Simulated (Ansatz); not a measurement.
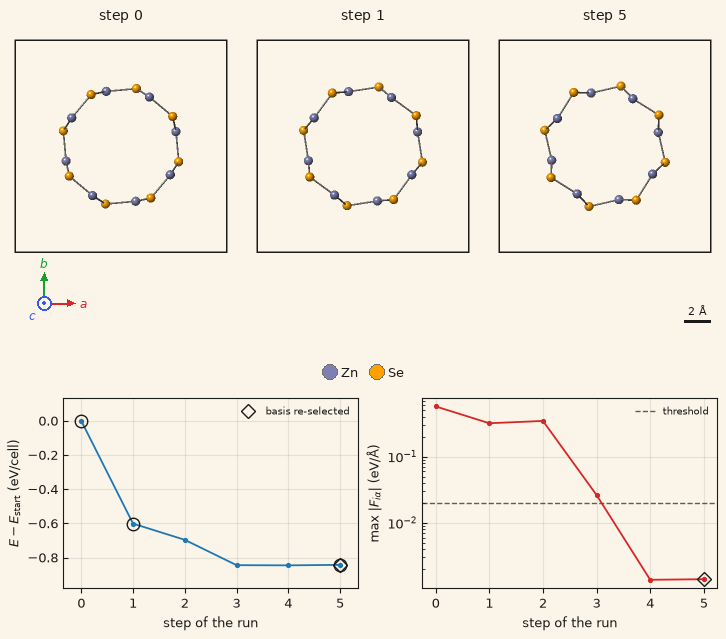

Frames of a relaxation of a wire of composition ZnSe, marked on the history of the run. A ball-and-stick model of the 2 repeat of the cell, with the vacuum cut short, seen along the c axis.

Case: (4,4) tube.

Method: DFT PBE, scalar-relativistic, plane waves, PAW in Ansatz 0.2.0. Settings: plane-wave cutoff 420 eV; k-point mesh 1 × 1 × 11; occupations gaussian; smearing width 0.05 eV; no spin polarisation; cell relaxed at fixed a, b, alpha, beta, gamma; force threshold 0.02 eV/Å; at most 45 steps.

What happens along the run?

Answer. The largest moves relative to the centre of the atoms, 0.20 Å, are those of Se atoms. By element the largest moves are Se 0.20 Å, Zn 0.14 Å. Along the periodic axis the drawn cell goes c 8.178 → 7.968 Å (−2.6 %). Among the contacts that change: Se–Zn 2.343 → 2.381 Å, Se–Zn 2.369 → 2.399 Å. Among the angles between lasting bonds that change: Zn–Se–Zn 113.4° → 106.2°, Se–Zn–Se 119.3° → 112.3°, Zn–Se–Zn 119.3° → 112.3°. Over 4 accepted moves (5 points after the start) the energy falls by 0.842 eV per cell of the calculation. The largest force component goes from 0.57 to 0.0014 eV/Å. The SCF was repeated once at an unchanged geometry on a basis and grid sized afresh for the cell, which shifted the energy by 2.9 meV per cell of the calculation at most. The run took 6.5 min on 4 threads of AMD EPYC (Zen 3) (shared host), peak memory 4 GiB. From step 0 to 1: Se atoms move most (0.13 Å), energy −0.601 eV per cell of the calculation. From step 1 to 5: Zn atoms move most (0.11 Å), energy −0.241 eV per cell of the calculation.

| step | E − E(0), meV/atom | largest force component, eV/Å | note |
| --- | --- | --- | --- |
| 0 | 0.00 | 0.5711 |  |
| 1 | -37.57 | 0.3184 |  |
| 2 | -43.49 | 0.3448 |  |
| 3 | -52.76 | 0.0263 |  |
| 4 | -52.83 | 0.0014 |  |
| 5 | -52.65 | 0.0014 | same geometry, new basis |
